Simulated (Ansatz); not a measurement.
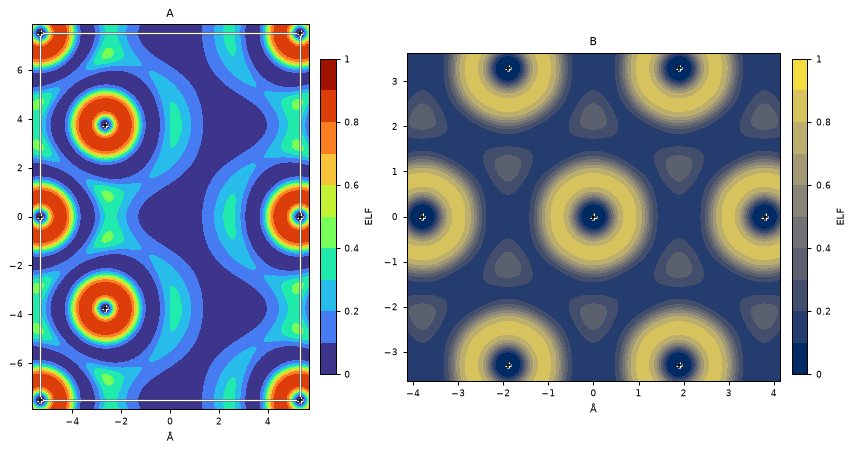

The ELF of 2 systems, each on a plane through atoms (crosses mark nuclei in the plane).

Computed with DFT, revPBE, plane waves (420 eV) with PAW, scalar-relativistic in Ansatz 0.2.0.

System 1: Rb, the (101) plane of the conventional cell. Space group Fd-3m; set up as Rb, diamond; a generated structure, not necessarily the stable one; changed on purpose from its base cell (volume × 0.96).

System 2: La, the (111) plane of the conventional cell. Space group Fm-3m; set up as La, fcc; a generated structure, not necessarily the stable one; computed without spin polarisation.

**Which map belongs to which system?**

Panel A is system 1, Rb: the plane holds Rb. Rb–Rb (4.60 Å): the ELF is about 0.15 at the midpoint; no shared electron pair shows on this line. Panel B is system 2, La: the plane holds La. La–La (3.80 Å): the ELF is about 0.15 at the midpoint (no localised pair shows between them).
